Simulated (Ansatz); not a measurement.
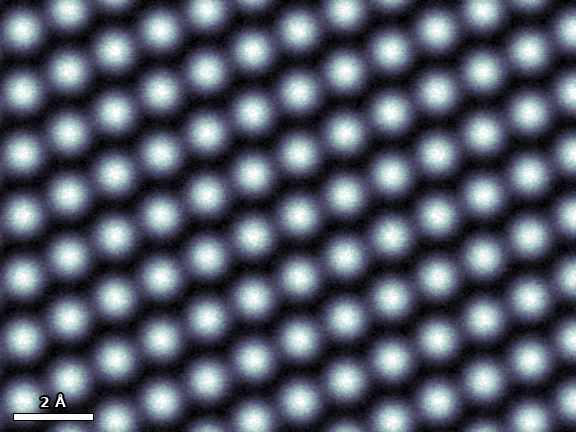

Z-contrast image of a crystal. Simulation: incoherent imaging, intensity Z^1.8 per atom, probe width 0.79 Å, thin sample. The probe carries 15 % of its weight in a tail 2.5 times as wide. The display is stretched by a gamma of 0.8; percentages refer to the linear signal. Shot noise and a slight drift were added.

> Measure the repeat of the pattern.

The pattern repeats on a centred rectangular net of 1.3 × 2.9 Å.

> What is the plane group of the image?

c2mm: perpendicular mirror lines on a centred net, with further twofold points between them.

> How many columns does the smallest repeating cell hold, and how many levels of brightness?

1 column in the primitive cell of 1.9 Å², all of one brightness.

The crystal is Pt (Fd-3m, No. 227) seen along [210]. Structure used: the input geometry of a calculation; the starting structure was generated, so it need not be a known form of this composition.
